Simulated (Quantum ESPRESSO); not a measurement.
# H on top sites of RuAl(110), stepped through the coverage, part 2 of 10

What law, if any, do the results for H on top sites of RuAl(110) follow against the coverage?

Quantum ESPRESSO 7.5; plane-wave DFT, PBE, GBRV ultrasoft pseudopotentials.

So far. Step 2 (Relaxing cell and ions of the reference):  The last row is no step: it is a fresh SCF in the final cell with a new plane-wave basis, -0 meV from the row before.

The structure was built from a prototype and need not be the compound's stable phase.

## 3. Ground state of the reference

A bulk run at that cell gives the reference energy and levels.

The input, ref.bulk.in:

```
&control
  prefix = 'ref.bulk'
  outdir = './out'
  pseudo_dir = './pseudo'
  calculation = 'scf'
  tprnfor = .true.
/
&system
  ibrav = 0
  nat = 4
  ntyp = 2
  ecutwfc = 40
  ecutrho = 200
  occupations = 'smearing'
  smearing = 'mv'
  degauss = 0.02
/
&electrons
  conv_thr = 1e-09
  mixing_beta = 0.4
  electron_maxstep = 120
/
ATOMIC_SPECIES
  Ru  101.0700  ru_pbe_v1.2.uspp.F.UPF
  Al  26.9815  al_pbe_v1.uspp.F.UPF
CELL_PARAMETERS angstrom
  3.00398291400000 0.00000000000000 0.00000000000000
  0.00000000000000 4.24680729700000 0.00000000000000
  0.00000000000000 0.00000000000000 4.24680729700000
ATOMIC_POSITIONS crystal
  Ru  0.000000000000 0.000000000000 0.000000000000
  Al  0.500000000000 0.500000000000 0.000000000000
  Ru  0.000000000000 0.500000000000 0.500000000000
  Al  0.500000000000 0.000000000000 0.500000000000
K_POINTS automatic
  14 10 10 0 0 0
```

Started as:

```bash
OMP_NUM_THREADS=1 mpirun -n 16 pw.x -nk 16 -in ref.bulk.in > ref.bulk.out
```

The program printed:

```text
[banner, memory and clock lines left out]
Program PWSCF v.7.5 starts
[citation notice left out]

[...]
Message from routine setup:
[...]
bravais-lattice index     =            0
     lattice parameter (alat)  =       5.6767  a.u.
     unit-cell volume          =     365.6109 (a.u.)^3
     number of atoms/cell      =            4
     number of atomic types    =            2
     number of electrons       =        38.00
     number of Kohn-Sham states=           23
     kinetic-energy cutoff     =      40.0000  Ry
     charge density cutoff     =     200.0000  Ry
     scf convergence threshold =      1.0E-09
     mixing beta               =       0.4000
     number of iterations used =            8  plain     mixing
     Exchange-correlation= SLA  PW   PBE  PBE
                           (   1   4   3   4   0   0   0)

[...]
PseudoPot. # 1 for Ru read from file:
     ./pseudo/ru_pbe_v1.2.uspp.F.UPF
     Pseudo is Ultrasoft + core correction, Zval = 16.0
     Generated by new atomic code, or converted to UPF format
     Using radial grid of  967 points,  6 beta functions with:
                l(1) =   0
                l(2) =   0
                l(3) =   1
                l(4) =   1
                l(5) =   2
                l(6) =   2
     Q(r) pseudized with  8 coefficients,  rinner =    1.300   1.300   1.300
                                                       1.300   1.300

     PseudoPot. # 2 for Al read from file:
     ./pseudo/al_pbe_v1.uspp.F.UPF
     Pseudo is Ultrasoft + core correction, Zval =  3.0
     Generated by new atomic code, or converted to UPF format
     Using radial grid of  893 points,  3 beta functions with:
                l(1) =   0
                l(2) =   1
                l(3) =   2
     Q(r) pseudized with  8 coefficients,  rinner =    0.900   0.900   0.900
                                                       0.900   0.900

     atomic species   valence    mass     pseudopotential
     Ru               16.00   101.07000     Ru( 1.00)
     Al                3.00    26.98150     Al( 1.00)

     16 Sym. Ops., with inversion, found

[...]
number of k points=   168  Marzari-Vanderbilt smearing, width (Ry)=  0.0200

     Number of k-points >= 100: set verbosity='high' to print them.

     Dense  grid:    17457 G-vectors     FFT dimensions: (  25,  40,  40)

     Smooth grid:    12491 G-vectors     FFT dimensions: (  24,  36,  36)

     Initial potential from superposition of free atoms

     starting charge      35.9950, renormalised to      38.0000

     negative rho (up, down):  1.598E-01 0.000E+00
     Starting wfcs are   34 randomized atomic wfcs

     per-process dynamical memory:    24.9 Mb

     Self-consistent Calculation

     iteration #  1     ecut=    40.00 Ry     beta= 0.40
     Davidson diagonalization with overlap
     ethr =  1.00E-02,  avg # of iterations =  2.5

     negative rho (up, down):  1.596E-01 0.000E+00

     total energy              =    -400.82161736 Ry
     estimated scf accuracy    <       4.27389003 Ry

     iteration #  2     ecut=    40.00 Ry     beta= 0.40
[...]
negative rho (up, down):  1.581E-01 0.000E+00

[...]
total energy              =    -401.95472147 Ry
     estimated scf accuracy    <       0.99227129 Ry

     iteration #  3     ecut=    40.00 Ry     beta= 0.40
[...]
negative rho (up, down):  1.565E-01 0.000E+00

[...]
total energy              =    -402.11362945 Ry
     estimated scf accuracy    <       0.01972068 Ry

     iteration #  4     ecut=    40.00 Ry     beta= 0.40
[...]
negative rho (up, down):  1.570E-01 0.000E+00

[...]
total energy              =    -402.11666257 Ry
     estimated scf accuracy    <       0.00368130 Ry

     iteration #  5     ecut=    40.00 Ry     beta= 0.40
[...]
negative rho (up, down):  1.571E-01 0.000E+00

[...]
total energy              =    -402.11708778 Ry
     estimated scf accuracy    <       0.00209954 Ry

     iteration #  6     ecut=    40.00 Ry     beta= 0.40
[...]
negative rho (up, down):  1.566E-01 0.000E+00

[...]
total energy              =    -402.11709600 Ry
     estimated scf accuracy    <       0.00036820 Ry

[...]
iteration # 10     ecut=    40.00 Ry     beta= 0.40
[...]
negative rho (up, down):  1.564E-01 0.000E+00

[...]
total energy              =    -402.11713960 Ry
     estimated scf accuracy    <       0.00000004 Ry

     iteration # 11     ecut=    40.00 Ry     beta= 0.40
[...]
negative rho (up, down):  1.564E-01 0.000E+00

[...]
total energy              =    -402.11713961 Ry
     estimated scf accuracy    <          9.1E-09 Ry

     iteration # 12     ecut=    40.00 Ry     beta= 0.40
[...]
negative rho (up, down):  1.564E-01 0.000E+00

[...]
total energy              =    -402.11713961 Ry
     estimated scf accuracy    <          2.5E-09 Ry

     iteration # 13     ecut=    40.00 Ry     beta= 0.40
[...]
negative rho (up, down):  1.564E-01 0.000E+00

[...]
End of self-consistent calculation

     Number of k-points >= 100: set verbosity='high' to print the bands.

     the Fermi energy is    15.9877 ev

!    total energy              =    -402.11713961 Ry
     estimated scf accuracy    <          3.8E-12 Ry
     smearing contrib. (-TS)   =       0.00139792 Ry
     internal energy E=F+TS    =    -402.11853753 Ry

     The total energy is F=E-TS. E is the sum of the following terms:
     one-electron contribution =    -140.30772977 Ry
     hartree contribution      =      91.12089011 Ry
     xc contribution           =     -60.83957156 Ry
     ewald contribution        =    -292.09212630 Ry

     convergence has been achieved in  13 iterations

     negative rho (up, down):  1.564E-01 0.000E+00

     Forces acting on atoms (cartesian axes, Ry/au):

     atom    1 type  1   force =     0.00000000    0.00000000    0.00000000
     atom    2 type  2   force =     0.00000000    0.00000000    0.00000000
     atom    3 type  1   force =     0.00000000    0.00000000    0.00000000
     atom    4 type  2   force =     0.00000000    0.00000000    0.00000000

     Total force =     0.000000     Total SCF correction =     0.000000

[...]
```

The job ended after 11 s (16 MPI ranks of Arm Neoverse V1, shared host; peak memory 0.96 GiB).

This step gave:

| Quantity | Value |
| --- | --- |
| free energy | -5471.0824 eV |

## 4. Relaxing the ions of the reference

The free molecule gives the reference for adsorption energies.

System of this step: H₂ molecule in a box. The cell holds 2 atoms: 2 H. Cell: a = 11.000 Å, b = 11.500 Å, c = 13.000 Å, α = 90.0°, β = 90.0°, γ = 90.0°. Vacuum lies along a, b and c.

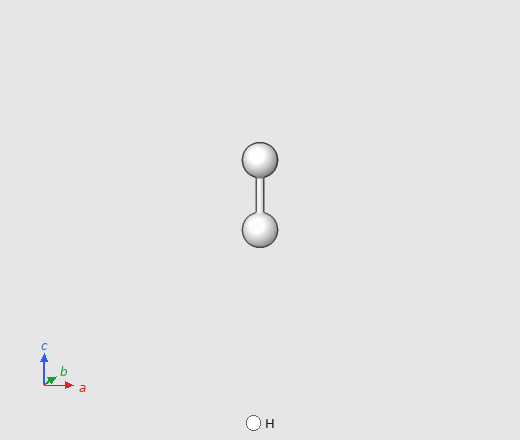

The cell of this step (hydrogen white).

The input, ref.gas.in:

```
&control
  prefix = 'ref.gas'
  outdir = './out'
  pseudo_dir = './pseudo'
  nstep = 40
  forc_conv_thr = 0.001
  calculation = 'relax'
/
&system
  ibrav = 0
  nat = 2
  ntyp = 1
  ecutwfc = 40
  ecutrho = 200
  occupations = 'smearing'
  smearing = 'gaussian'
  degauss = 0.002
/
&electrons
  conv_thr = 1e-07
  mixing_beta = 0.4
  electron_maxstep = 120
/
&ions
/
ATOMIC_SPECIES
  H   1.0080  h_pbe_v1.4.uspp.F.UPF
CELL_PARAMETERS angstrom
  11.00000000000000 0.00000000000000 0.00000000000000
  0.00000000000000 11.50000000000000 0.00000000000000
  0.00000000000000 0.00000000000000 13.00000000000000
ATOMIC_POSITIONS crystal
  H   0.500000000000 0.500000000000 0.471153846154
  H   0.500000000000 0.500000000000 0.528846153846
K_POINTS automatic
  1 1 1 0 0 0
```

Started as:

```bash
OMP_NUM_THREADS=1 mpirun -n 16 pw.x -nk 1 -in ref.gas.in > ref.gas.out
```

The program printed:

```text
[banner, memory and clock lines left out]
Program PWSCF v.7.5 starts

          URL

     Message from routine setup:
     using ibrav=0 with symmetry is DISCOURAGED, use correct ibrav instead

     bravais-lattice index     =            0
     lattice parameter (alat)  =      20.7870  a.u.
     unit-cell volume          =   11097.6361 (a.u.)^3
     number of atoms/cell      =            2
     number of atomic types    =            1
     number of electrons       =         2.00
     number of Kohn-Sham states=            5
     kinetic-energy cutoff     =      40.0000  Ry
     charge density cutoff     =     200.0000  Ry
     scf convergence threshold =      1.0E-07
     mixing beta               =       0.4000
     number of iterations used =            8  plain     mixing
     energy convergence thresh.=      1.0E-04
     force convergence thresh. =      1.0E-03
     Exchange-correlation=  SLA  PW   PBX  PBC
                           (   1   4   3   4   0   0   0)
     nstep                     =           40

     celldm(1)=  20.786987  celldm(2)=   0.000000  celldm(3)=   0.000000
     celldm(4)=   0.000000  celldm(5)=   0.000000  celldm(6)=   0.000000

     crystal axes: (cart. coord. in units of alat)
               a(1) = (   1.000000   0.000000   0.000000 )
               a(2) = (   0.000000   1.045455   0.000000 )
               a(3) = (   0.000000   0.000000   1.181818 )

     reciprocal axes: (cart. coord. in units 2 pi/alat)
               b(1) = (  1.000000  0.000000  0.000000 )
               b(2) = (  0.000000  0.956522  0.000000 )
               b(3) = (  0.000000  0.000000  0.846154 )

     PseudoPot. # 1 for H  read from file:
     ./pseudo/h_pbe_v1.4.uspp.F.UPF
     Pseudo is Ultrasoft, Zval =  1.0
     Generated by new atomic code, or converted to UPF format
     Using radial grid of  615 points,  2 beta functions with:
                l(1) =   0
                l(2) =   0
     Q(r) pseudized with  8 coefficients,  rinner =    0.700

     atomic species   valence    mass     pseudopotential
     H                 1.00     1.00800     H ( 1.00)

      8 Sym. Ops., with inversion, found

   Cartesian axes

     site n.     atom                  positions (alat units)
         1        H      tau(   1) = (   0.5000000   0.5227273   0.5568182  )
         2        H      tau(   2) = (   0.5000000   0.5227273   0.6250000  )

     number of k points=     1  Gaussian smearing, width (Ry)=  0.0020
                       cart. coord. in units 2pi/alat
        k(    1) = (   0.0000000   0.0000000   0.0000000), wk =   2.0000000

     Dense  grid:   530123 G-vectors     FFT dimensions: (  96, 100, 120)

     Smooth grid:   379275 G-vectors     FFT dimensions: (  90,  90, 100)

     Initial potential from superposition of free atoms

     starting charge       2.0000, renormalised to       2.0000

     negative rho (up, down):  3.734E-04 0.000E+00
     Starting wfcs are    2 randomized atomic wfcs +    3 random wfcs

     per-process dynamical memory:    21.4 Mb

     Self-consistent Calculation

     iteration #  1     ecut=    40.00 Ry     beta= 0.40
     Davidson diagonalization with overlap
     ethr =  1.00E-02,  avg # of iterations =  7.0

     negative rho (up, down):  6.838E-04 0.000E+00

     total energy              =      -2.33997634 Ry
     estimated scf accuracy    <       0.11156298 Ry

     iteration #  2     ecut=    40.00 Ry     beta= 0.40
     Davidson diagonalization with overlap
     ethr =  5.58E-03,  avg # of iterations =  1.0

     negative rho (up, down):  9.467E-04 0.000E+00

     total energy              =      -2.32678332 Ry
     estimated scf accuracy    <       0.02747960 Ry

     iteration #  3     ecut=    40.00 Ry     beta= 0.40
     Davidson diagonalization with overlap
     ethr =  1.37E-03,  avg # of iterations =  2.0

     negative rho (up, down):  1.041E-03 0.000E+00

     total energy              =      -2.33005095 Ry
     estimated scf accuracy    <       0.00009308 Ry

     iteration #  4     ecut=    40.00 Ry     beta= 0.40
     Davidson diagonalization with overlap
     c_bands:  3 eigenvalues not converged
     ethr =  4.65E-06,  avg # of iterations = 20.0

     negative rho (up, down):  1.119E-03 0.000E+00

     total energy              =      -2.33004472 Ry
     estimated scf accuracy    <       0.00008326 Ry

     iteration #  5     ecut=    40.00 Ry     beta= 0.40
     Davidson diagonalization with overlap
     c_bands:  1 eigenvalues not converged
     ethr =  4.16E-06,  avg # of iterations = 20.0

     negative rho (up, down):  1.200E-03 0.000E+00

     End of self-consistent calculation

          k = 0.0000 0.0000 0.0000 ( 47391 PWs)   bands (ev):

   -10.3212  -0.2758   0.1841   0.6302   0.7317

     the Fermi energy is    -4.7948 ev

!    total energy              =      -2.33005442 Ry
     estimated scf accuracy    <       0.00000007 Ry
     smearing contrib. (-TS)   =      -0.00000000 Ry
     internal energy E=F+TS    =      -2.33005442 Ry

     The total energy is F=E-TS. E is the sum of the following terms:
     one-electron contribution =      -3.97240809 Ry
     hartree contribution      =       2.10899166 Ry
     xc contribution           =      -1.37333088 Ry
     ewald contribution        =       0.90669289 Ry

     convergence has been achieved in   5 iterations

     Forces acting on atoms (cartesian axes, Ry/au):

     atom    1 type  1   force =     0.00000000    0.00000000   -0.01656851
     atom    2 type  1   force =     0.00000000    0.00000000    0.01656851

     Total force =     0.023431     Total SCF correction =     0.000076

     BFGS Geometry Optimization
     Energy error            =      5.5E-04 Ry
     Gradient error          =      1.7E-02 Ry/Bohr

     number of scf cycles    =   1
     number of bfgs steps    =   0

     energy             new  =      -2.3300544213 Ry

     new trust radius        =       0.0165685131 bohr
     new conv_thr            =       0.0000001000 Ry

ATOMIC_POSITIONS (crystal)
H                0.5000000000        0.5000000000        0.4704794093
H                0.5000000000        0.5000000000        0.5295205907

     XML data file
     NEW-OLD atomic charge density approx. for the potential

     negative rho (up, down):  1.193E-03 0.000E+00

     per-process dynamical memory:    33.6 Mb

     Self-consistent Calculation

     iteration #  1     ecut=    40.00 Ry     beta= 0.40
     Davidson diagonalization with overlap
     c_bands:  1 eigenvalues not converged
     ethr =  1.00E-06,  avg # of iterations = 20.0

     negative rho (up, down):  1.181E-03 0.000E+00

     total energy              =      -2.33019166 Ry
     estimated scf accuracy    <       0.00007782 Ry

     iteration #  2     ecut=    40.00 Ry     beta= 0.40
     Davidson diagonalization with overlap
     ethr =  3.89E-06,  avg # of iterations = 12.0

     negative rho (up, down):  1.176E-03 0.000E+00

     total energy              =      -2.33018665 Ry
     estimated scf accuracy    <       0.00001832 Ry

     iteration #  3     ecut=    40.00 Ry     beta= 0.40
     Davidson diagonalization with overlap
     ethr =  9.16E-07,  avg # of iterations =  2.0

     negative rho (up, down):  1.175E-03 0.000E+00

     total energy              =      -2.33018869 Ry
     estimated scf accuracy    <       0.00000016 Ry

     iteration #  4     ecut=    40.00 Ry     beta= 0.40
     Davidson diagonalization with overlap
     ethr =  8.03E-09,  avg # of iterations =  2.0

     negative rho (up, down):  1.172E-03 0.000E+00

     End of self-consistent calculation

          k = 0.0000 0.0000 0.0000 ( 47391 PWs)   bands (ev):

   -10.2388  -0.2785   0.1441   0.6271   0.6751

     the Fermi energy is    -4.7819 ev

!    total energy              =      -2.33018871 Ry
     estimated scf accuracy    <       0.00000002 Ry
     smearing contrib. (-TS)   =      -0.00000000 Ry
     internal energy E=F+TS    =      -2.33018871 Ry

     The total energy is F=E-TS. E is the sum of the following terms:
     one-electron contribution =      -3.92809960 Ry
     hartree contribution      =       2.08615276 Ry
     xc contribution           =      -1.36271632 Ry
     ewald contribution        =       0.87447445 Ry

     convergence has been achieved in   4 iterations

     Forces acting on atoms (cartesian axes, Ry/au):

     atom    1 type  1   force =     0.00000000    0.00000000    0.00803632
     atom    2 type  1   force =     0.00000000    0.00000000   -0.00803632

     Total force =     0.011365     Total SCF correction =     0.000039
     Energy error            =      1.3E-04 Ry
     Gradient error          =      8.0E-03 Ry/Bohr

     number of scf cycles    =   2
     number of bfgs steps    =   1

     energy             old  =      -2.3300544213 Ry
     energy             new  =      -2.3301887063 Ry

     CASE: energy            _new < energy            _old

     new trust radius        =       0.0054115350 bohr
     new conv_thr            =       0.0000000013 Ry

ATOMIC_POSITIONS (crystal)
H                0.5000000000        0.5000000000        0.4706996909
H                0.5000000000        0.5000000000        0.5293003091

     XML data file
     NEW-OLD atomic charge density approx. for the potential

     negative rho (up, down):  1.173E-03 0.000E+00

     per-process dynamical memory:    35.9 Mb

     Self-consistent Calculation

     iteration #  1     ecut=    40.00 Ry     beta= 0.40
     Davidson diagonalization with overlap
     ethr =  1.00E-06,  avg # of iterations =  2.0

     negative rho (up, down):  1.177E-03 0.000E+00

     total energy              =      -2.33023453 Ry
     estimated scf accuracy    <       0.00000816 Ry

     iteration #  2     ecut=    40.00 Ry     beta= 0.40
     Davidson diagonalization with overlap
     ethr =  4.08E-07,  avg # of iterations =  1.0

     negative rho (up, down):  1.179E-03 0.000E+00

     total energy              =      -2.33023381 Ry
     estimated scf accuracy    <       0.00000212 Ry

     iteration #  3     ecut=    40.00 Ry     beta= 0.40
     Davidson diagonalization with overlap
     ethr =  1.06E-07,  avg # of iterations =  2.0

     negative rho (up, down):  1.180E-03 0.000E+00

     total energy              =      -2.33023410 Ry
     estimated scf accuracy    <       0.00000003 Ry

     iteration #  4     ecut=    40.00 Ry     beta= 0.40
     Davidson diagonalization with overlap
     ethr =  1.32E-09,  avg # of iterations =  2.0

     negative rho (up, down):  1.181E-03 0.000E+00

     total energy              =      -2.33023410 Ry
     estimated scf accuracy    <       0.00000004 Ry

     iteration #  5     ecut=    40.00 Ry     beta= 0.40
     Davidson diagonalization with overlap
     ethr =  1.32E-09,  avg # of iterations =  2.0

     negative rho (up, down):  1.182E-03 0.000E+00

     End of self-consistent calculation

          k = 0.0000 0.0000 0.0000 ( 47391 PWs)   bands (ev):

   -10.2668  -0.2786   0.1570   0.6265   0.6760

     the Fermi energy is    -4.7954 ev

!    total energy              =      -2.33023409 Ry
     estimated scf accuracy    <          2.0E-11 Ry
     smearing contrib. (-TS)   =      -0.00000000 Ry
     internal energy E=F+TS    =      -2.33023409 Ry

     The total energy is F=E-TS. E is the sum of the following terms:
     one-electron contribution =      -3.94251665 Ry
     hartree contribution      =       2.09364958 Ry
     xc contribution           =      -1.36620125 Ry
     ewald contribution        =       0.88483422 Ry

     convergence has been achieved in   5 iterations

     Forces acting on atoms (cartesian axes, Ry/au):

     atom    1 type  1   force =     0.00000000    0.00000000    0.00030169
     atom    2 type  1   force =     0.00000000    0.00000000   -0.00030169

     Total force =     0.000427     Total SCF correction =     0.000001
     Energy error            =      4.5E-05 Ry
     Gradient error          =      3.0E-04 Ry/Bohr

     bfgs converged in   3 scf cycles and   2 bfgs steps
     (criteria: energy <  1.0E-04 Ry, force <  1.0E-03 Ry/Bohr)

     End of BFGS Geometry Optimization

     Final energy             =      -2.3302340898 Ry

     File ./out/ref.gas.bfgs deleted, as requested
Begin final coordinates

ATOMIC_POSITIONS (crystal)
H                0.5000000000        0.5000000000        0.4706996909
H                0.5000000000        0.5000000000        0.5293003091
End final coordinates

     XML data file, charge density, pseudopotentials, collected wavefunctions

                                        0.00s GPU  (     110 calls)
```

Wall time 2.4 s (16 MPI ranks); peak memory 1.2 GiB.

(Part 2 of 10 ends here.)

[Logs are printed without paths, hosts, clocks, repeated set-up lines and the standing remarks that a program may print on its own settings, such as how far it seeks lower states.]

[Hosts, paths, dates, database ids (printed as entryN), source tags and the programs' standing remarks are cut or masked in the printed files.]

[Maps of the electrostatic potential energy from Ansatz leave out the sawtooth potential of an applied field or a dipole correction, so their vacuum need not be flat; planar profiles and work functions include it.]
